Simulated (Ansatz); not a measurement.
## Geometry relaxation, with input and output: SiC (part 2 of 2)

Continued. System: SiC (F-43m, 2 atoms in the cell). Method: DFT HSE06, scalar-relativistic, plane waves, PAW, no spin polarisation (Ansatz 0.2.0); cutoff 420 eV, 8×8×8 k-mesh, fixed occupations. It belongs to a series of runs on one base structure; here: elastic and piezoelectric constants, atoms relaxed.

Geometry of the input (Å; fractional positions):
```
0.0000  2.1742  2.1742
2.1742  0.0000  2.1742
2.1742  2.1742  0.0000
Si 0.0000  0.0000  0.0000
C  0.2500  0.2500  0.2500
```

### What the program printed, continued
```
relax step   2: F+E_penalty+E_count = -887.79136436 eV  Δ(F+E_penalty+E_count) = -4.367e-6 eV  max|allowed force component| = 1.033e-2 eV/Å  Δτ_max = 0.0002 Å  (10 SCF iters, accepted)
[... from here on the SCF iterations and repeated set-up lines of each step are left out, up to the last step ...]
SCF 19 stopped early in 6 iterations: F = -887.791367 eV  dr2 = 6.98e-11
SCF 20 converged in 5 iterations: F = -887.791367 eV  dr2 = 1.43e-14
SCF 21 converged in 2 iterations: F = -887.791367 eV  dr2 = 2.87e-15
relax step   3: F+E_penalty+E_count = -887.79136699 eV  Δ(F+E_penalty+E_count) = -2.623e-6 eV  max|allowed force component| = 5.525e-6 eV/Å  Δτ_max = 0.0003 Å  (13 SCF iters, accepted)
SCF 22 converged in 2 iterations: F = -887.791367 eV  dr2 = 6.29e-16
SCF 23 converged in 8 iterations: F = -887.148175 eV  dr2 = 4.32e-14
SCF 24 stopped early in 6 iterations: F = -887.791370 eV  dr2 = 3.63e-7
SCF 25 stopped early in 5 iterations: F = -887.791360 eV  dr2 = 6.92e-13
SCF 26 converged in 4 iterations: F = -887.791360 eV  dr2 = 1.10e-14
relax step   1: F+E_penalty+E_count = -887.79136000 eV  Δ(F+E_penalty+E_count) = +0.000e0 eV  max|allowed force component| = 1.686e-2 eV/Å  Δτ_max = 0.0000 Å  (23 SCF iters, accepted)
SCF 27 stopped early in 6 iterations: F = -887.791364 eV  dr2 = 2.80e-11
SCF 28 converged in 4 iterations: F = -887.791364 eV  dr2 = 2.02e-14
relax step   2: F+E_penalty+E_count = -887.79136436 eV  Δ(F+E_penalty+E_count) = -4.367e-6 eV  max|allowed force component| = 1.033e-2 eV/Å  Δτ_max = 0.0002 Å  (10 SCF iters, accepted)
Exchange kernel: α = 0.2500, screened, ω = 0.2079 Å⁻¹, Wigner–Seitz truncation, v(0) = 1046.7257 eV·Å³, q-mesh 8×8×8, nearest image of the exchange supercell L = 24.57 Å, pair-density grid 18×18×18, without the augmentation charges, whose exchange is taken in its separable form by FFT convolution over the k-point mesh, smooth part of the exact exchange by density-matrix convolution
Frozen-core exchange: fock
SCF 29 stopped early in 6 iterations: F = -887.791367 eV  dr2 = 6.98e-11
  Residual-converged pass: ⟨swp⟩=3.0  Hψ=1883  notcnv=0  max |occ|·‖R‖ = 3.1e-7 eV (tolerance 3.3e-7 eV)  dr2=6.98e-11  dr2_onsite=7.15e-14  max |Δocc| = 0.0e0
hybrid outer 1: dexx = +1.657e-6 eV, tail = 2.47e-9 eV
Exchange kernel: α = 0.2500, screened, ω = 0.2079 Å⁻¹, Wigner–Seitz truncation, v(0) = 1046.7257 eV·Å³, q-mesh 8×8×8, nearest image of the exchange supercell L = 24.57 Å, pair-density grid 18×18×18, without the augmentation charges, whose exchange is taken in its separable form by FFT convolution over the k-point mesh, smooth part of the exact exchange by density-matrix convolution
Frozen-core exchange: fock
SCF 30 converged in 5 iterations: F = -887.791367 eV  dr2 = 1.42e-14
  Residual-converged pass: ⟨swp⟩=3.1  Hψ=1890  notcnv=0  max |occ|·‖R‖ = 9.9e-9 eV (tolerance 1.0e-8 eV)  dr2=1.50e-14  dr2_onsite=3.20e-16  max |Δocc| = 0.0e0
hybrid outer 2: dexx = +3.803e-11 eV, tail = 3.92e-13 eV, Δε = 1.33e-5 eV (about 1.69e-7 eV left of the loop's levels), ΔF = 2.34e-4 eV/Å (tail 1.40e-5)
Exchange kernel: α = 0.2500, screened, ω = 0.2079 Å⁻¹, Wigner–Seitz truncation, v(0) = 1046.7257 eV·Å³, q-mesh 8×8×8, nearest image of the exchange supercell L = 24.57 Å, pair-density grid 18×18×18, without the augmentation charges, whose exchange is taken in its separable form by FFT convolution over the k-point mesh, smooth part of the exact exchange by density-matrix convolution
Frozen-core exchange: fock
SCF 31 converged in 2 iterations: F = -887.791367 eV  dr2 = 2.88e-15
  Residual-converged pass: ⟨swp⟩=2.9  Hψ=1679  notcnv=0  max |occ|·‖R‖ = 9.9e-9 eV (tolerance 1.0e-8 eV)  dr2=3.02e-15  dr2_onsite=6.40e-17  max |Δocc| = 0.0e0
hybrid outer 3: dexx = +1.421e-14 eV, tail = 6.00e-15 eV, Δε = 9.28e-8 eV (about 1.10e-8 eV left of the loop's levels), ΔF = 8.40e-6 eV/Å (tail 1.32e-6)
relax step   3: F+E_penalty+E_count = -887.79136699 eV  Δ(F+E_penalty+E_count) = -2.623e-6 eV  max|allowed force component| = 5.524e-6 eV/Å  Δτ_max = 0.0003 Å  (13 SCF iters, accepted)
Exchange kernel: α = 0.2500, screened, ω = 0.2079 Å⁻¹, Wigner–Seitz truncation, v(0) = 1046.7257 eV·Å³, q-mesh 8×8×8, nearest image of the exchange supercell L = 24.57 Å, pair-density grid 18×18×18, without the augmentation charges, whose exchange is taken in its separable form by FFT convolution over the k-point mesh, smooth part of the exact exchange by density-matrix convolution
Frozen-core exchange: fock
iter 1 solved again at ethr=1.00e-12 eV; its pass at ethr=1.00e-1 eV (dr2=2.90e-15 eV) is discarded
SCF iter   1: F=—  HF=-887.791367 eV  |F-HF|=—  |Δ(HF+E_count)|=         —  Δρ=7.43e-9  dr2=4.17e-15  ethr=1.00e-12  ⟨swp⟩=2.5  Hψ=3089  notcnv=0
SCF iter   2: F=-887.791367 eV  HF=-887.791367 eV  |F-HF|=4.55e-13  |Δ(HF+E_count)|=  2.27e-13  Δρ=3.19e-9  dr2=6.29e-16  ethr=1.00e-12  ⟨swp⟩=2.0  Hψ=1900  notcnv=0
SCF 32 converged in 2 iterations: F = -887.791367 eV  dr2 = 6.29e-16
  Residual-converged pass: ⟨swp⟩=2.0  Hψ=1437  notcnv=0  max |occ|·‖R‖ = 9.6e-9 eV (tolerance 1.0e-8 eV)  dr2=6.17e-16  dr2_onsite=1.56e-17  max |Δocc| = 0.0e0
```

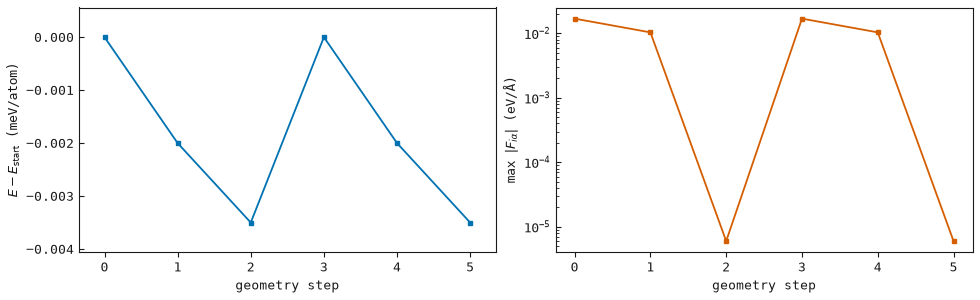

Fig. 1: Progress of the relaxation, step by step (the first geometry is step 0 here and step 1 in the log). Over 5 geometry steps the energy falls by next to nothing (0.0 meV per atom). The largest force component goes from 0.017 to under 0.0001 eV/Å. No atom moves by more than 0.005 Å. The cell doesn't change. The space group stays F-43m (No. 216).

```
hybrid outer 1: dexx = +7.105e-15 eV, tail = 1.29e-15 eV, ΔF = 4.37e-7 eV/Å
NSCF: frozen V_eff on 98 k-points
NSCF: frozen V_eff on 32 k-points
WARN: elastic: the piezoelectric tensor has entries that are no larger than their own uncertainty from the finite density of the strings, so this run does not tell them from zero: e14 = -8.7e-3 ± 9.3e-3 C/m², e25 = -8.7e-3 ± 9.3e-3 C/m², e36 = -8.7e-3 ± 9.3e-3 C/m². Raise `kpoints.mp_grid`, or `output.polarization.string_points` where it is set
hybrid SCF converged: 3 outer / 15 inner (+8 warm-up), last move |dexx| = 1.17e-11 eV, tail = 2.23e-13 eV
Stability not checked: this state was not tested for a lower state beside it, because the functional holds exact exchange (a hybrid, or Hartree-Fock), whose exchange loop this test does not read (fock_operator; see scf.lower_state_search)
Free energy (F): -887.791445 eV
Frozen-core exchange: fock
Harris-Foulkes:  -887.791445 eV  (|F-HF|=1.14e-13)
Internal energy: -887.791445 eV  (E = F + TS)
E sigma→0 (E₀):  -887.791445 eV
Fermi energy:    8.953622 eV
--- Per-component energies (eV) ---
  E_band       = 19.637631
  E_kinetic    = 136.058521
  E_local      = -102.896153  (includes V_loc(G=0)·N_el)
  E_nonlocal   = 50.655869
  E_hartree    = 32.070450
  E_xc         = -85.812688
  E_vxc        = -88.468366  (∫ρ·V_xc dr)
  E_exx        = -15.230744  (= α·E_x^exact, valence–valence)
  E_paw        = -617.147880  (= ΣΔE_a)
  E_vpaw       = -9.391663  (= ΣTr[D̂ρ^β])
  E_aug_tail   = 0.000014  (compensation charges beyond the density's cutoff)
  E_ewald      = -285.412500
  E_core_change = -0.076335  (= ΣΔE_core)
  E_smearing   = -0.000000  (= −TS)
  E_closure    = 0.000000  (closes the sum)
  Σ components = -887.791445   (vs F -887.791445, Δ=1.14e-13)
--- Forces (eV/Å), atoms counted from 1 ---
  atom   1  Si     0.00000000    -0.00000000     0.00000000
  atom   2  C     -0.00000000     0.00000000     0.00000000
  max |Σ_I F_I| component: 2.96e-16 eV/Å
--- Stress (GPa, compression-positive) ---
        0.099491       0.000000      -0.000000
        0.000000       0.099491       0.000000
       -0.000000       0.000000       0.099491
  P = ⅓ Tr σ = 0.0995 GPa (0.995 kbar)
--- Band table (eV; the first three rows and the last of 29) ---
  k-point 0: bands = ["-8.0752", "8.9536", "8.9536", "8.9536", "16.5499", "17.6027", "17.6027", "17.6027"]
  k-point 1: bands = ["-7.7426", "7.3450", "8.7364", "8.7364", "16.7564", "17.9880", "17.9880", "18.2188"]
  k-point 2: bands = ["-6.7704", "4.2445", "8.2933", "8.2933", "16.2286", "18.2398", "18.2398", "19.8812"]
  k-point 28: bands = ["-2.3919", "1.2758", "3.4800", "3.8780", "15.2928", "19.9156", "20.0271", "20.0580"]
--- Elastic constants: 2 strain directions × 2 members + reference (group order 24) ---
  dense FFT box of the reference and of every strained cell: 24×24×24
  strains applied: 11, 23; error gains: componentwise 1.00 (the most a stress slope's error grows in a printed constant), spectral 1.73 (1 for all six strains in a standard setting)
  C = ∂σ_k/∂η_j (tension-positive GPa; Voigt order 11 22 33 23 13 12):
       417.505    141.018    141.018     -0.000      0.000     -0.000
       141.018    417.505    141.018     -0.000      0.000      0.000
       141.018    141.018    417.505     -0.000      0.000     -0.000
         0.000     -0.000     -0.000    260.681      0.000     -0.000
        -0.000     -0.000     -0.000     -0.000    260.681     -0.000
         0.000     -0.000     -0.000      0.000     -0.000    260.681
  reference stress σ⁰ (GPa):     -0.099     -0.099     -0.099     -0.000      0.000     -0.000
  C* (energy form; C + prestress term) asymmetry max|C*_kj − C*_jk| = 5.684e-14 GPa — a small one proves nothing (zero by symmetry where the batch's group is 432, −43m or m−3m); a large one is finite-difference/SCF noise where every solve meets its electron count
  moduli (Voigt/Reuss/Hill, GPa): K = 233.18/233.18/233.18   G = 211.71/192.49/202.10   E = 470.40   ν = 0.164
  mechanically stable: yes (min eigenvalue of sym C = 260.68 GPa)
  e, the proper piezoelectric tensor (elastic.mode: relaxed_ion; C/m²; rows x y z; Voigt order 11 22 33 23 13 12):
       0.00000   -0.00000   -0.00000   -0.00867    0.00000    0.00000
       0.00000    0.00000    0.00000    0.00000   -0.00867   -0.00000
      -0.00000    0.00000    0.00000   -0.00000   -0.00000   -0.00867
  ±, each entry's uncertainty from the finite density of the strings (C/m²), an estimate: the size of the correction for it that the entry includes:
       0.00000    0.00000    0.00000    0.00927    0.00000    0.00000
       0.00000    0.00000    0.00000    0.00000    0.00927    0.00000
       0.00000    0.00000    0.00000    0.00000    0.00000    0.00927
  NOT RESOLVED BY THE STRINGS, being no larger than its uncertainty from them: e14 = -8.7e-3 ± 9.3e-3 C/m², e25 = -8.7e-3 ± 9.3e-3 C/m², e36 = -8.7e-3 ± 9.3e-3 C/m² (raise kpoints.mp_grid, or output.polarization.string_points where it is set)
  the group's symmetry takes up to 3.3e-8 C/m² out of the measured responses: error of the strings' finite density and of the mesh across them, as far as it breaks the symmetry (raise kpoints.mp_grid and any string_points); the largest step of a string from the reference is 0.001 rad
  strain η (Voigt 11):  stress-route row diagonal C_11 = 417.51 GPa, energy-path curvature d²(F+E_count+ΔE)/dδ²/Ω₀ = 417.11 GPa
         δ    σ_11 (GPa)             F (eV)   n_scf  n_hpsi   n_pw
    -2.000e-3      -0.9343        -887.7912863      24   40961    415   relax 0 steps, max|allowed force component| 1.67e-16 eV/Å
     2.000e-3       0.7357        -887.7913624      23   40324    415   relax 0 steps, max|allowed force component| 1.67e-16 eV/Å
  strain η (Voigt 23):  stress-route row diagonal C_44 = 260.68 GPa, energy-path curvature d²(F+E_count+ΔE)/dδ²/Ω₀ = 260.66 GPa
         δ    σ_23 (GPa)             F (eV)   n_scf  n_hpsi   n_pw
    -2.000e-3      -0.5214        -887.7913670       2    6423    415   relax 3 steps, max|allowed force component| 5.53e-6 eV/Å
     2.000e-3       0.5214        -887.7913670       2    6426    415   relax 3 steps, max|allowed force component| 5.52e-6 eV/Å
--- Formal polarisation (Berry phase): one branch of a lattice of values; only differences between neighbouring runs are physical ---
  axis  mesh            electronic          ionic      p = total  spread (rad)  least overlap  resolved gap  δp at fixed H ≤   (phases in cycles; p mod 2; gap in eV; gap and δp judge the states as solved, not the mesh's step, its correction or the SCF's stop)
  b1    8×8×8           0.00000000     1.00000000     1.00000000      0.076124         0.9019        5.7280           9.0e-7
  b2    8×8×8          -0.00000000     1.00000000     1.00000000      0.076124         0.9019        5.7280           9.0e-7
  b3    8×8×8          -0.00000000     1.00000000     1.00000000      0.076124         0.9019        5.7280           9.0e-7
  quantum along a1:   0.29916860 e/Å² =   479.320947 µC/cm²
  quantum along a2:   0.29916860 e/Å² =   479.320947 µC/cm²
  quantum along a3:   0.29916860 e/Å² =   479.320947 µC/cm²
  P = (  0.21154415,   0.21154415,   0.21154415) e/Å² = (  338.931092,   338.931092,   338.931092) µC/cm²  (mod the quanta)
```

### File elastic.tsv
```
# convention: tension-positive GPa; Voigt order 11 22 33 23 13 12; engineering shear strains; stresses and constants hold the Pulay correction, whose part of sigma0, of c and of each member's stress the lines and columns named pulay_correction_..._gpa give (of c_energy it is that of c and, on the columns of strains 1 to 3, that of sigma0; of a layer's constants it is that of c in the plane, times a tenth of its plane spacing in ang); where a line pulay_correction_withheld stands none holds it
# sigma0_gpa = -9.9491091066e-2 -9.9491091065e-2 -9.9491091065e-2 -3.5204889982e-15 4.1690001295e-16 -0.0000000000e0
# pulay_correction_sigma0_gpa = -2.3183494244e-1 -2.3183494244e-1 -2.3183494244e-1 2.2097968432e-34 -2.1595741877e-34 6.2778319410e-36
# c_energy_asymmetry_gpa = 5.6843418861e-14
# group_order = 24
# error_gain_componentwise = 1.0000000000e0	error_gain_spectral = 1.7320508076e0
# k_voigt_gpa = 2.3318016150e2	k_reuss_gpa = 2.3318016150e2	k_hill_gpa = 2.3318016150e2
# g_voigt_gpa = 2.1170627162e2	g_reuss_gpa = 1.9248907026e2	g_hill_gpa = 2.0209767094e2
# youngs_gpa = 4.7039547448e2	poisson = 1.6378252231e-1
# min_eigenvalue_gpa = 2.6068123901e2	stable = true
# piezoelectric_x_c_per_m2 = 9.8012722016e-55 -6.6264472477e-24 -6.6264472477e-24 -8.6677770502e-3 1.0353823824e-25 1.4495353354e-24
# piezoelectric_y_c_per_m2 = 1.4077710796e-24 5.7946517357e-25 3.3132236238e-24 5.1769119122e-26 -8.6677770502e-3 -1.3874123925e-23
# piezoelectric_z_c_per_m2 = -3.5235429820e-24 3.5235429820e-24 8.2830590596e-25 -1.1861467451e-50 -1.4081200401e-23 -8.6677770502e-3
# piezoelectric_strings_term_x_c_per_m2 = 1.4452563938e-49 -9.7710940535e-19 -9.7710940535e-19 -9.2727332786e-3 4.1415295298e-25 -1.6048426928e-24
# piezoelectric_strings_term_y_c_per_m2 = -1.7251654387e-24 -1.0856943687e-19 6.5140627023e-19 1.0353823824e-25 -9.2727332786e-3 -2.4581742051e-18
# piezoelectric_strings_term_z_c_per_m2 = 4.3427116308e-19 -8.6854200990e-19 -1.0856771171e-19 -1.2689323148e-50 -2.4581742051e-18 -9.2727332786e-3
# piezoelectric_unresolved_by_strings = e14 e25 e36
# piezoelectric_mode = relaxed_ion
# piezoelectric_residual_c_per_m2 = 3.3251470332e-8	largest_string_step_rad = 5.6612339929e-4	self_consistent = true
# k	c_k1_gpa	c_k2_gpa	c_k3_gpa	c_k4_gpa	c_k5_gpa	c_k6_gpa	c_energy_k1_gpa	c_energy_k2_gpa	c_energy_k3_gpa	c_energy_k4_gpa	c_energy_k5_gpa	c_energy_k6_gpa	pulay_correction_c_k1_gpa	pulay_correction_c_k2_gpa	pulay_correction_c_k3_gpa	pulay_correction_c_k4_gpa	pulay_correction_c_k5_gpa	pulay_correction_c_k6_gpa
1	4.1750525555e2	1.4101761448e2	1.4101761448e2	-8.6736061508e-89	0.0000000000e0	-6.3382447955e-41	4.1740576446e2	1.4091812339e2	1.4091812339e2	-8.6736061508e-89	0.0000000000e0	-6.3382447955e-41	8.5943493333e-1	6.6411252741e-1	6.6411252741e-1	5.6545549686e-26	-6.4623485356e-27	-6.4623485356e-27
2	1.4101761448e2	4.1750525555e2	1.4101761448e2	-1.0132962504e-23	0.0000000000e0	6.7893272008e-40	1.4091812339e2	4.1740576446e2	1.4091812339e2	-1.0132962504e-23	0.0000000000e0	6.7893272008e-40	6.6411252741e-1	8.5943493333e-1	6.6411252741e-1	3.8774091213e-26	1.6155871339e-27	6.4623485356e-27
3	1.4101761448e2	1.4101761448e2	4.1750525555e2	-1.0546552810e-23	0.0000000000e0	-6.3389689976e-41	1.4091812339e2	1.4091812339e2	4.1740576446e2	-1.0546552810e-23	0.0000000000e0	-6.3389689976e-41	6.6411252741e-1	6.6411252741e-1	8.5943493333e-1	5.1698788285e-26	6.4623485356e-27	1.6155871339e-27
4	2.3336307292e-60	-1.5777218104e-29	-1.5777218104e-29	2.6068123901e2	2.2719194070e-28	-1.0097419587e-28	-3.5204889982e-15	-3.5204889982e-15	-3.5204889982e-15	2.6068123901e2	2.2719194070e-28	-1.0097419587e-28	1.0947644253e-47	-1.5407439555e-33	3.7982270983e-65	3.6150581472e-1	-1.5777218104e-30	-4.7748315751e-48
5	-9.9396474058e-29	-9.9166360430e-29	-5.8589283821e-30	-7.5730646901e-29	2.6068123901e2	-2.3319383084e-23	4.1690001295e-16	4.1690001295e-16	4.1690001295e-16	-7.5730646901e-29	2.6068123901e2	-2.3319383084e-23	9.3985381286e-32	9.4927525193e-32	8.3244417432e-33	1.9721522631e-30	3.6150581472e-1	5.0155137632e-26
6	1.6412096970e-28	-1.6727641332e-28	-3.1554436209e-30	3.5673068350e-46	-2.3319271095e-23	2.6068123901e2	1.6412096970e-28	-1.6727641332e-28	-3.1554436209e-30	3.5673068350e-46	-2.3319271095e-23	2.6068123901e2	-1.7866146992e-30	1.7927776751e-30	-3.5032461608e-46	9.8607613153e-32	5.0154790278e-26	3.6150581472e-1
```

### Trajectory as extended XYZ (Å, eV, eV/Å), 6 frames, from step=1 to step=3
```
2
Lattice="0.0000 2.1742 2.1742 2.1742 0.0000 2.1742 2.1742 2.1742 0.0000" Properties=species:S:1:pos:R:3:forces:R:3 step=1 energy=-887.79136
Si    0.0000    0.0000    0.0000   -0.0169   0.0000   0.0000
C     1.0871    1.0860    1.0860    0.0169   0.0000   0.0000
2
Lattice="0.0000 2.1742 2.1742 2.1742 0.0000 2.1742 2.1742 2.1742 0.0000" Properties=species:S:1:pos:R:3:forces:R:3 step=2 energy=-887.79136
Si   -0.0002    0.0000    0.0000   -0.0103   0.0000   0.0000
C     1.0873    1.0860    1.0860    0.0103   0.0000   0.0000
2
Lattice="0.0000 2.1742 2.1742 2.1742 0.0000 2.1742 2.1742 2.1742 0.0000" Properties=species:S:1:pos:R:3:forces:R:3 step=3 energy=-887.79137
Si   -0.0004    0.0000    0.0000    0.0000   0.0000   0.0000
C     1.0875    1.0860    1.0860    0.0000   0.0000   0.0000
2
Lattice="0.0000 2.1742 2.1742 2.1742 0.0000 2.1742 2.1742 2.1742 0.0000" Properties=species:S:1:pos:R:3:forces:R:3 step=1 energy=-887.79136
Si    0.0000    0.0000    0.0000    0.0169   0.0000   0.0000
C     1.0871    1.0882    1.0882   -0.0169   0.0000   0.0000
2
Lattice="0.0000 2.1742 2.1742 2.1742 0.0000 2.1742 2.1742 2.1742 0.0000" Properties=species:S:1:pos:R:3:forces:R:3 step=2 energy=-887.79136
Si    0.0002    0.0000    0.0000    0.0103   0.0000   0.0000
C     1.0869    1.0882    1.0882   -0.0103   0.0000   0.0000
2
Lattice="0.0000 2.1742 2.1742 2.1742 0.0000 2.1742 2.1742 2.1742 0.0000" Properties=species:S:1:pos:R:3:forces:R:3 step=3 energy=-887.79137
Si    0.0004    0.0000    0.0000    0.0000   0.0000   0.0000
C     1.0867    1.0882    1.0882    0.0000   0.0000   0.0000
```

### Key numbers

| quantity | value |
| --- | --- |
| outcome | converged |
| space group (tolerance 0.01 Å) | F-43m (216) |
| electrons treated | 8 |
| free energy | −887.7914 eV |
| Fermi energy | 8.954 eV |
| gap on the k-point mesh | 2.22 eV |
| pressure | 0.10 GPa |
| final volume | 20.56 Å³ |
| bulk modulus (Hill) | 233.2 GPa |
| shear modulus (Hill) | 202.1 GPa |
| largest force (length of the vector) at the end | under 0.001 eV/Å |
| final cell | a = 3.075 Å, b = 3.075 Å, c = 3.075 Å, α = 60.00°, β = 60.00°, γ = 60.00° |
| elastic stability | stable |
| wall time | 11 min (CPU time 41 min) |
| peak memory | 1.2 GiB |
